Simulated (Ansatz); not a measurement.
## Electron scattering at the Σ3 (112) boundary in fcc Al with H (interstitial)

Wanted: what the Σ3 (112) boundary in fcc Al with H (interstitial) costs an interconnect.

Calculated with Ansatz 0.2.0; Ansatz plane-wave DFT, PBE, PAW files; relaxation of a bicrystal slab with its lowest layers held; PAW set soft_1, in the first sound run; inputs show where later runs differ.

## (1) Set-up

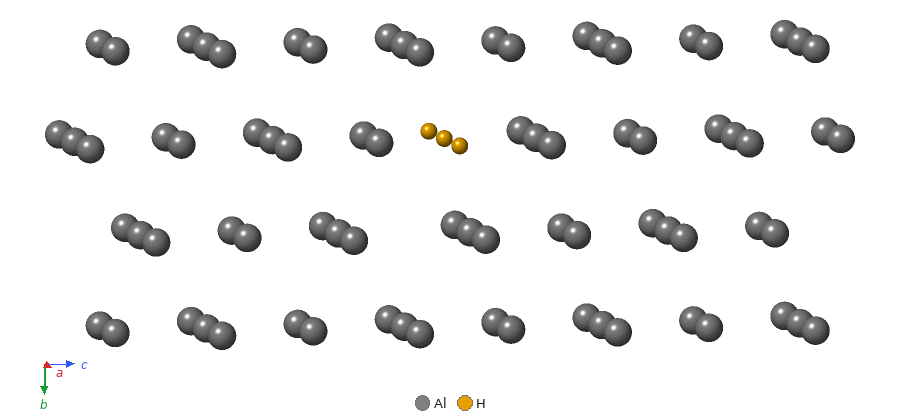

The starting structure, seen from the side, with the c axis across the page (aluminium grey, hydrogen orange). 2×1×1 cells are drawn. Some periodic images of atoms are drawn too.

The cell holds 24 atoms: 23 Al and 1 H. Cell: a = 2.862 Å, b = 7.011 Å, c = 30.005 Å, α = 90.0°, β = 90.0°, γ = 90.0°. It derives from Al. built on the (1 1 2) plane; 2 overlapping atoms removed and the grains opened by 0 Å. Vacuum lies along c.

## (2) Relaxing the bicrystal

The boundary is built by mirroring the lower grain in the boundary plane and removing any atoms that overlap; then the H is put in at the boundary. A thin bicrystal slab is relaxed first, with the lowest layers held and the upper grain free to shift and open.

The input, input.yaml:

```yaml
crystal:
  lattice:
    - [2.862347037, 0.0, 0.0]
    - [0.0, 7.0112897075, 0.0]
    - [0.0, 0.0, 30.0046335726]
  atoms:
    - { symbol: Al, position: [0.0, 0.3333333334, 0.1666409286] }
    - { symbol: Al, position: [0.5, 0.0, 0.1941796224] }
    - { symbol: Al, position: [0.0, 0.6666666667, 0.2217183161] }
    - { symbol: Al, position: [0.5, 0.3333333334, 0.2492570099] }
    - { symbol: Al, position: [1.0, 0.0, 0.2767957037] }
    - { symbol: Al, position: [0.5, 0.6666666667, 0.3043343975] }
    - { symbol: Al, position: [0.0, 0.3333333334, 0.3318730913] }
    - { symbol: Al, position: [0.5, 0.0, 0.3594117851] }
    - { symbol: Al, position: [0.0, 0.6666666667, 0.3869504789] }
    - { symbol: Al, position: [0.5, 0.3333333333, 0.4144891727] }
    - { symbol: Al, position: [0.0, 0.0, 0.4420278665] }
    - { symbol: H, position: [0.0, 0.3333333333, 0.4753560522] }
    - { symbol: Al, position: [0.0, 0.6666666667, 0.497105254] }
    - { symbol: Al, position: [0.5, 0.0, 0.5246439478] }
    - { symbol: Al, position: [0.0, 0.3333333334, 0.5521826416] }
    - { symbol: Al, position: [0.5, 0.6666666667, 0.5797213354] }
    - { symbol: Al, position: [1.0, 0.0, 0.6072600292] }
    - { symbol: Al, position: [0.5, 0.3333333334, 0.634798723] }
    - { symbol: Al, position: [0.0, 0.6666666667, 0.6623374168] }
    - { symbol: Al, position: [0.5, 0.0, 0.6898761106] }
    - { symbol: Al, position: [0.0, 0.3333333334, 0.7174148043] }
    - { symbol: Al, position: [0.5, 0.6666666667, 0.7449534981] }
    - { symbol: Al, position: [1.0, 1.0e-10, 0.7724921919] }
    - { symbol: Al, position: [0.5, 0.3333333334, 0.8000308857] }
kpoints:
  mp_grid: { grid: [8, 4, 1] }
hamiltonian:
  xc: pbe
  pseudopotentials: { kind: paw, azcp: { folder: soft_1 } }
scf:
  occupations: { method: fermi_dirac, width: 0.1 }
relax:
  f_tol: 0.03
  max_steps: 80
  constraints: [{ sites: [0, 1, 2, 3] }]
```

The run is started by

```
$ ansatz run input.yaml --threads 4 --pin off --max-ram 15360MiB --backend cpu --events-out ev --progress --plain --runs-dir out
```

Numbers of over 12 decimals in the logs are rounded to 6 here.

What it wrote:

```text
Engine: ansatz 0.2.0, x86_64-unknown-linux-gnu
Pseudopotentials: kind: paw
Pseudopotential: Al, paw, valence charge 3, recommended cutoff 420 eV (normal), soft_1/Al.paw.azcp
Pseudopotential: H, paw, valence charge 1, recommended cutoff 420 eV (normal), soft_1/H.paw.azcp
Functional definition: PBE
  parameter kappa = 0.804
  parameter beta = 0.066725
  exchange = pbe_x(kappa = kappa, mu = beta*pi^2/3)
  correlation = pbe_c(beta = beta)
Crystal: 24 atoms, lattice volume = 602.155 Å³
Basis set: ecut = 420 eV, 11819 PW (Γ), exchange–correlation on 40×96×432 points (8 copies of the dense FFT grid, shifted against one another)
Bands: 59, of which v1, the nominal top of the filled ones, is band 35 counted from 1 (34 counted from 0)
Symmetry: 2 space group operations
Space group: Pm (ITA 6), of the structure as read, at distance tolerance 8.4e-5 Å
k-points: 15 of 32 (time reversal used)
Non-local potential: Al, projectors of the file, l = 0: 2, l = 1: 2, l = 2: 1
Non-local potential: H, projectors of the file, l = 0: 2, l = 1: 1
PAW form: soft (Blöchl's): semilocal exchange-correlation on the pseudo side does not see the compensation charge
PAW one-centre angular grid: Al, 110 points (default); XC on 64 Gauss nodes
PAW one-centre angular grid: H, 110 points (default); XC on 64 Gauss nodes
Initial wavefunctions: pseudopotential atomic-orbital guess
Functional: x = pbe(κ = 0.804, μ = 0.219515), c = pbe(β = 0.066725)
SCF iter   1: F=—  HF=-12377.287259 eV  |F-HF|=—  |Δ(HF+E_count)|=         —  Δρ=2.18e-2  dr2=2.61e1  ethr=3.10e-3  ⟨swp⟩=10.4  Hψ=5388  notcnv=0  defer=17
preconditioner: auto → LDOS  [metal: Δε(μ)=0.057 eV  Ē_g=6.660 eV  σ=0.100 eV  W_gap=0.14  n_scr=66 (ndim 8)  ℏωp=12.7 eV  f_vac=0.238  D(μ)=8.31/eV (n_scr^D=40)  β→1.0]
SCF iter   2: F=—  HF=-12375.218919 eV  |F-HF|=—  |Δ(HF+E_count)|=    2.07e0  Δρ=9.94e-3  dr2=7.80e0  ethr=3.10e-3  ⟨swp⟩=6.7  Hψ=2813  notcnv=0  defer=70
SCF iter   3: F=—  HF=-12374.754365 eV  |F-HF|=—  |Δ(HF+E_count)|=   4.65e-1  Δρ=2.14e-3  dr2=1.17e-1  ethr=3.10e-3  ⟨swp⟩=5.8  Hψ=2112  notcnv=0  defer=52
SCF iter   4: F=—  HF=-12374.742202 eV  |F-HF|=—  |Δ(HF+E_count)|=   1.22e-2  Δρ=5.24e-4  dr2=8.22e-3  ethr=1.67e-4  ⟨swp⟩=2.9  Hψ=1678  notcnv=0  defer=61
SCF iter   5: F=—  HF=-12374.742024 eV  |F-HF|=—  |Δ(HF+E_count)|=   1.79e-4  Δρ=1.41e-4  dr2=1.08e-3  ethr=1.17e-5  ⟨swp⟩=2.1  Hψ=1165  notcnv=0  defer=61
SCF iter   6: F=-12374.742036 eV  HF=-12374.742041 eV  |F-HF|=5.67e-6  |Δ(HF+E_count)|=   1.77e-5  Δρ=2.28e-5  dr2=1.15e-5  ethr=3.21e-8  ⟨swp⟩=4.6  Hψ=3561  notcnv=0
SCF 1 converged in 6 iterations: F = -12374.742036 eV  dr2 = 1.15e-5
  greatest PAW one-centre occupation: 0.490 electrons in one spin orbital (limit 2), on the Al atom at site 23 (counted from 0), in its partial waves of l = 0
relax step   1: F+E_penalty+E_count = -12374.74203566 eV  Δ(F+E_penalty+E_count) = +0.000e0 eV  max|allowed force component| = 5.596e-1 eV/Å  Δτ_max = 0.0000 Å  (6 SCF iters, dr2 threshold 2.25e-5 eV, accepted)
Initial density: handed on by an earlier stage of this run
Initial wavefunctions: those handed on with the density
iter 1 solved again at ethr=5.37e-4 eV; its pass at ethr=3.10e-3 eV (dr2=3.76e-1 eV) is discarded
SCF iter   1: F=—  HF=-12375.118534 eV  |F-HF|=—  |Δ(HF+E_count)|=         —  Δρ=3.47e-3  dr2=5.31e-1  ethr=5.37e-4  ⟨swp⟩=1.7  Hψ=3684  notcnv=0  defer=55
eigensolver tolerance schedule calibrated: the retry pair's looser diagonalisation under-reported the residual by θ = 0.29 (0.38/decade); ethr = c·dr2/N_el runs at the constant in force after the calibration composes with the one it found (an armed cap, an earlier calibration), c = 6.8e-3
preconditioner: auto → LDOS  [metal: Δε(μ)=0.063 eV  Ē_g=6.526 eV  σ=0.100 eV  W_gap=0.16  n_scr=66 (ndim 8)  ℏωp=12.7 eV  f_vac=0.253  D(μ)=8.84/eV (n_scr^D=40)  β→1.0]
SCF iter   2: F=—  HF=-12375.064201 eV  |F-HF|=—  |Δ(HF+E_count)|=   5.43e-2  Δρ=1.49e-3  dr2=4.99e-2  ethr=5.17e-5  ⟨swp⟩=3.1  Hψ=2111  notcnv=0  defer=55
SCF iter   3: F=—  HF=-12375.058049 eV  |F-HF|=—  |Δ(HF+E_count)|=   6.15e-3  Δρ=3.21e-4  dr2=3.56e-3  ethr=4.86e-6  ⟨swp⟩=3.4  Hψ=1842  notcnv=0  defer=59
SCF iter   4: F=—  HF=-12375.057471 eV  |F-HF|=—  |Δ(HF+E_count)|=   5.78e-4  Δρ=6.67e-5  dr2=1.22e-4  ethr=3.46e-7  ⟨swp⟩=3.3  Hψ=1741  notcnv=0  defer=59
SCF iter   5: F=-12375.057466 eV  HF=-12375.057466 eV  |F-HF|=7.93e-8  |Δ(HF+E_count)|=   5.34e-6  Δρ=1.61e-5  dr2=1.89e-6  ethr=1.91e-9  ⟨swp⟩=2.9  Hψ=3378  notcnv=0
SCF 2 converged in 5 iterations: F = -12375.057466 eV  dr2 = 1.89e-6
  greatest PAW one-centre occupation: 0.489 electrons in one spin orbital (limit 2), on the Al atom at site 0 (counted from 0), in its partial waves of l = 0
relax step   2: F+E_penalty+E_count = -12375.05746571 eV  Δ(F+E_penalty+E_count) = -3.154e-1 eV  max|allowed force component| = 2.776e-1 eV/Å  Δτ_max = 0.1947 Å  (5 SCF iters, dr2 threshold 1.96e-5 eV, accepted)
iter 1 solved again at ethr=2.50e-4 eV; its pass at ethr=3.10e-3 eV (dr2=1.75e-1 eV) is discarded
SCF iter   1: F=—  HF=-12375.212532 eV  |F-HF|=—  |Δ(HF+E_count)|=         —  Δρ=3.50e-3  dr2=2.54e-1  ethr=2.50e-4  ⟨swp⟩=1.6  Hψ=3445  notcnv=0  defer=63
eigensolver tolerance schedule calibrated: the retry pair's looser diagonalisation under-reported the residual by θ = 0.31 (0.28/decade); ethr = c·dr2/N_el runs at the constant in force after the calibration composes with the one it found (an armed cap, an earlier calibration), c = 1.2e-2
preconditioner: auto → LDOS  [metal: Δε(μ)=0.056 eV  Ē_g=6.541 eV  σ=0.100 eV  W_gap=0.14  n_scr=66 (ndim 8)  ℏωp=12.7 eV  f_vac=0.255  D(μ)=8.81/eV (n_scr^D=40)  β→1.0]
SCF iter   2: F=—  HF=-12375.182645 eV  |F-HF|=—  |Δ(HF+E_count)|=   2.99e-2  Δρ=9.34e-4  dr2=1.66e-2  ethr=4.47e-5  ⟨swp⟩=2.9  Hψ=1724  notcnv=0  defer=63
SCF iter   3: F=—  HF=-12375.180932 eV  |F-HF|=—  |Δ(HF+E_count)|=   1.71e-3  Δρ=2.44e-4  dr2=1.79e-3  ethr=2.93e-6  ⟨swp⟩=2.5  Hψ=1566  notcnv=0  defer=63
SCF iter   4: F=—  HF=-12375.180575 eV  |F-HF|=—  |Δ(HF+E_count)|=   3.57e-4  Δρ=5.31e-5  dr2=6.36e-5  ethr=3.15e-7  ⟨swp⟩=3.1  Hψ=1682  notcnv=0  defer=63
SCF iter   5: F=-12375.180567 eV  HF=-12375.180568 eV  |F-HF|=1.13e-6  |Δ(HF+E_count)|=   6.21e-6  Δρ=1.26e-5  dr2=2.23e-6  ethr=8.49e-10  ⟨swp⟩=5.3  Hψ=3046  notcnv=0
SCF 3 converged in 5 iterations: F = -12375.180567 eV  dr2 = 2.23e-6
relax step   3: F+E_penalty+E_count = -12375.18056735 eV  Δ(F+E_penalty+E_count) = -1.231e-1 eV  max|allowed force component| = 1.874e-1 eV/Å  Δτ_max = 0.1907 Å  (5 SCF iters, dr2 threshold 4.82e-6 eV, accepted)
[...]
relax step   4: F+E_penalty+E_count = -12375.27080614 eV  Δ(F+E_penalty+E_count) = -9.024e-2 eV  max|allowed force component| = 3.297e-1 eV/Å  Δτ_max = 0.1921 Å  (5 SCF iters, dr2 threshold 8.65e-6 eV, accepted)
[...]
relax step   5: F+E_penalty+E_count = -12375.31930909 eV  Δ(F+E_penalty+E_count) = -4.850e-2 eV  max|allowed force component| = 2.636e-1 eV/Å  Δτ_max = 0.1947 Å  (4 SCF iters, dr2 threshold 4.96e-5 eV, accepted)
[...]
relax step   6: F+E_penalty+E_count = -12375.33807182 eV  Δ(F+E_penalty+E_count) = -1.876e-2 eV  max|allowed force component| = 9.099e-2 eV/Å  Δτ_max = 0.1531 Å  (4 SCF iters, dr2 threshold 4.44e-5 eV, accepted)
[...]
relax step   7: F+E_penalty+E_count = -12375.34131396 eV  Δ(F+E_penalty+E_count) = -3.242e-3 eV  max|allowed force component| = 6.398e-2 eV/Å  Δτ_max = 0.0797 Å  (5 SCF iters, dr2 threshold 9.87e-7 eV, accepted)
SCF iter   1: F=—  HF=-12375.345587 eV  |F-HF|=—  |Δ(HF+E_count)|=         —  Δρ=7.57e-4  dr2=1.09e-2  ethr=2.60e-4  ⟨swp⟩=2.9  Hψ=2055  notcnv=0  defer=61
preconditioner: auto → LDOS  [metal: Δε(μ)=0.025 eV  Ē_g=6.615 eV  σ=0.100 eV  W_gap=0.06  n_scr=66 (ndim 8)  ℏωp=12.7 eV  f_vac=0.268  D(μ)=8.15/eV (n_scr^D=40)  β→1.0]
SCF iter   2: F=—  HF=-12375.344336 eV  |F-HF|=—  |Δ(HF+E_count)|=   1.25e-3  Δρ=1.40e-4  dr2=7.94e-4  ethr=1.56e-5  ⟨swp⟩=2.4  Hψ=1395  notcnv=0  defer=61
SCF iter   3: F=—  HF=-12375.344297 eV  |F-HF|=—  |Δ(HF+E_count)|=   3.93e-5  Δρ=2.93e-5  dr2=2.25e-5  ethr=1.13e-6  ⟨swp⟩=2.1  Hψ=1300  notcnv=0  defer=61
SCF iter   4: F=—  HF=-12375.344283 eV  |F-HF|=—  |Δ(HF+E_count)|=   1.44e-5  Δρ=9.26e-6  dr2=1.51e-6  ethr=3.21e-8  ⟨swp⟩=2.1  Hψ=1415  notcnv=0  defer=61
SCF iter   5: F=-12375.344283 eV  HF=-12375.344283 eV  |F-HF|=8.34e-9  |Δ(HF+E_count)|=   3.49e-9  Δρ=2.11e-6  dr2=3.42e-8  ethr=1.43e-10  ⟨swp⟩=3.7  Hψ=3755  notcnv=0
SCF 8 converged in 5 iterations: F = -12375.344283 eV  dr2 = 3.42e-8
relax step   8: F+E_penalty+E_count = -12375.34428268 eV  Δ(F+E_penalty+E_count) = -2.969e-3 eV  max|allowed force component| = 1.072e-2 eV/Å  Δτ_max = 0.0328 Å  (5 SCF iters, accepted)
SCF converged after 5 iterations
Free energy (F): -12375.344283 eV
Harris-Foulkes:  -12375.344283 eV  (|F-HF|=8.34e-9)
Internal energy: -12375.064711 eV  (E = F + TS)
E sigma→0 (E₀):  -12375.204497 eV
Entropy (-TS):   -0.279572 eV (-11.649 meV/atom)
Fermi energy:    3.565151 eV
--- Per-component energies (eV) ---
  E_band       = -49.685918
  E_kinetic    = 516.543155
  E_local      = -13173.836688  (includes V_loc(G=0)·N_el)
  E_nonlocal   = 232.118516
  E_hartree    = 6563.543640
  E_xc         = -867.017932
  E_vxc        = -670.698682  (∫ρ·V_xc dr)
  E_paw        = -10796.556967  (= ΣΔE_a)
  E_vpaw       = -80.907520  (= ΣTr[D̂ρ^β])
  E_aug_tail   = -0.000941  (compensation charges beyond the density's cutoff)
  E_ewald      = 5150.142506
  E_smearing   = -0.279572  (= −TS)
  E_closure    = -0.000000  (closes the sum)
  Σ components = -12375.344283   (vs F -12375.344283, Δ=0.00e0)
--- Forces (eV/Å), atoms counted from 1 ---
  atom   1  Al     0.00000000    -0.02091899     0.14748689
  atom   2  Al    -0.00000000     0.05577442     0.05476152
  atom   3  Al    -0.00000000     0.03788939    -0.26083932
  atom   4  Al     0.00000000    -0.04466093     0.05475790
  atom   5  Al     0.00000000     0.00490813     0.00249450
  atom   6  Al    -0.00000000    -0.00432206    -0.00059544
  atom   7  Al     0.00000000     0.00107017     0.00125402
  atom   8  Al    -0.00000000    -0.00680396     0.00702158
  atom   9  Al     0.00000000     0.00316345    -0.00373859
  atom  10  Al     0.00000000    -0.00230439    -0.00374437
  atom  11  Al     0.00000000     0.00045345    -0.00155104
  atom  12  H      0.00000000     0.00283331     0.00313464
  atom  13  Al     0.00000000    -0.00782332     0.00023374
  atom  14  Al     0.00000000    -0.00750992    -0.00089728
  atom  15  Al     0.00000000     0.00496176    -0.00033830
  atom  16  Al    -0.00000000    -0.00281425    -0.00179367
  atom  17  Al    -0.00000000    -0.00242620     0.00430418
  atom  18  Al     0.00000000     0.00148928    -0.00309031
  atom  19  Al    -0.00000000     0.00211923    -0.00066577
  atom  20  Al    -0.00000000    -0.00851103    -0.00106279
  atom  21  Al     0.00000000    -0.00161908     0.00152130
  atom  22  Al    -0.00000000    -0.00064706     0.00004659
  atom  23  Al    -0.00000000     0.00642232     0.00110648
  atom  24  Al     0.00000000    -0.01071920     0.00017314
  max |Σ_I F_I| component: 2.04e-5 eV/Å
--- Relaxed structure (8 steps of the walk, 8 accepted, 0 SCFs on fresh bases) ---
  F+E_penalty+E_count = -12375.34428268 eV   max|allowed force component| = 1.072e-2 eV/Å
  atoms:
    - { symbol: Al, position: [0.0, 0.3333333334, 0.1666409286] }
    - { symbol: Al, position: [0.500000, 0.0, 0.194180] }
    - { symbol: Al, position: [0.0, 0.666667, 0.221718] }
    - { symbol: Al, position: [0.500000, 0.3333333334, 0.249257] }
    - { symbol: Al, position: [1.000000, -0.000177913, 0.276465] }
    - { symbol: Al, position: [0.500000, 0.664271, 0.304380] }
    - { symbol: Al, position: [-1.4552774397714304e-19, 0.332798, 0.330780] }
    - { symbol: Al, position: [0.500000, -0.00106443, 0.357114] }
    - { symbol: Al, position: [1.1116975937736552e-18, 0.670755, 0.388144] }
    - { symbol: Al, position: [0.500000, 0.341675, 0.414987] }
    - { symbol: Al, position: [2.822154408360975e-18, 0.010378, 0.437109] }
    - { symbol: H, position: [1.510113054682973e-17, 0.388863, 0.478853] }
    - { symbol: Al, position: [-4.747810851162498e-18, 0.649208, 0.480815] }
    - { symbol: Al, position: [0.500000, -0.021597, 0.515000] }
    - { symbol: Al, position: [-6.65671843288259e-18, 0.308855, 0.537204] }
    - { symbol: Al, position: [0.500000, 0.638566, 0.564945] }
    - { symbol: Al, position: [1.000000, -0.029370, 0.594974] }
    - { symbol: Al, position: [0.500000, 0.306430, 0.621138] }
    - { symbol: Al, position: [-7.407954443741187e-18, 0.639426, 0.649902] }
    - { symbol: Al, position: [0.500000, -0.026186, 0.675802] }
    - { symbol: Al, position: [-7.081706995806655e-18, 0.307293, 0.701571] }
    - { symbol: Al, position: [0.500000, 0.644009, 0.734716] }
    - { symbol: Al, position: [1.000000, -0.021883, 0.757065] }
    - { symbol: Al, position: [0.500000, 0.306384, 0.783181] }
```

It took 47 s on 4 threads of Intel Xeon 6975P-C (Granite Rapids), shared host; peak memory 1.3 GiB; 3 min of CPU time.

Step by step:

```tsv
step	energy less that of the first step (eV)	largest force component (eV/Å)
1	0.0000	0.5596
2	-0.3154	0.2776
3	-0.4385	0.1874
4	-0.5288	0.3297
5	-0.5773	0.2636
6	-0.5960	0.0910
7	-0.5993	0.0640
8	-0.6022	0.0107
```

The run keeps the 2 symmetry operations that it works with, so distortions that break them were not tested.

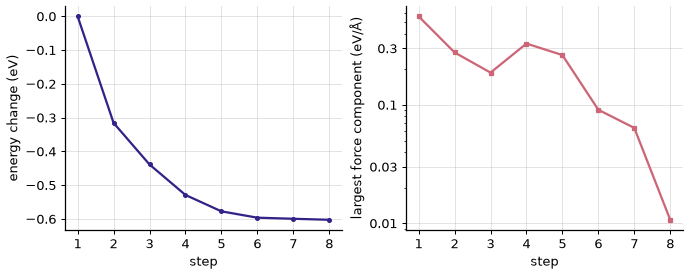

Energy and largest force along the relaxation.

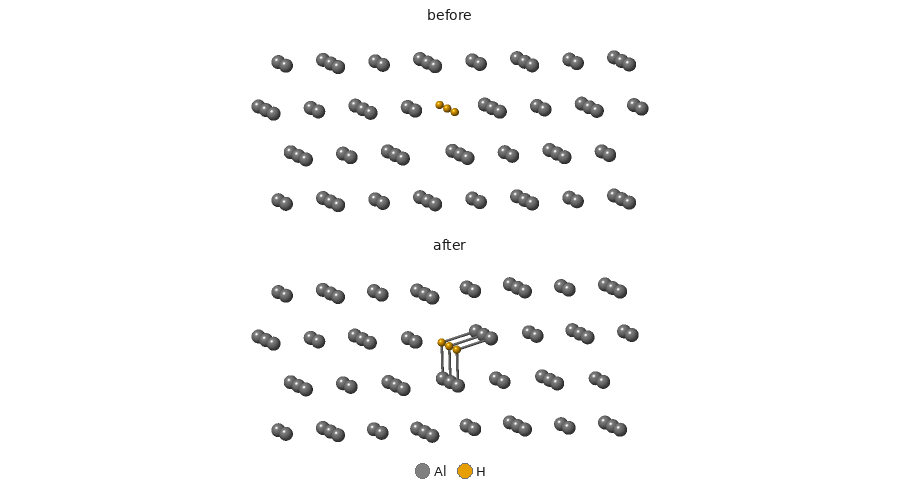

The structure before and after the relaxation, drawn at the same scale.

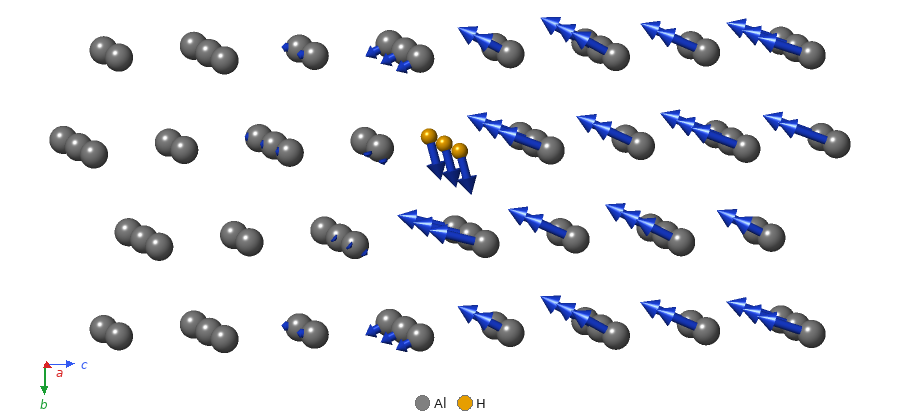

Displacements in the relaxation, exaggerated; the longest in the cell stands for 0.54 Å. 2×1×1 cells are drawn. Some periodic images of atoms are drawn too.

The atoms that moved most (Å):

```tsv
atom	dx	dy	dz	length
Al24	0.000	-0.189	-0.506	0.540
Al21	0.000	-0.183	-0.475	0.509
Al13	0.000	-0.122	-0.489	0.504
Al23	0.000	-0.153	-0.463	0.488
Al16	0.000	-0.197	-0.443	0.485
Al15	0.000	-0.172	-0.449	0.481
Al20	0.000	-0.184	-0.422	0.460
Al18	0.000	-0.189	-0.410	0.451
```

This step gave:

```yaml
free_energy: -12375.3443 eV
energy_at_zero_smearing: -12375.2045 eV
fermi_energy: 3.565 eV
```

The largest force component on a free atom ends at 0.011 eV/Å, under the tolerance of 0.03, after 8 steps.

[end of part 1 of 2]

[Logs are printed without paths, hosts, clocks, repeated set-up lines and the standing remarks that a program may print on its own settings, such as how far it seeks lower states.]

[Hosts, paths, dates, database ids (printed as entryN), source tags and the programs' standing remarks are cut or masked in the printed files.]
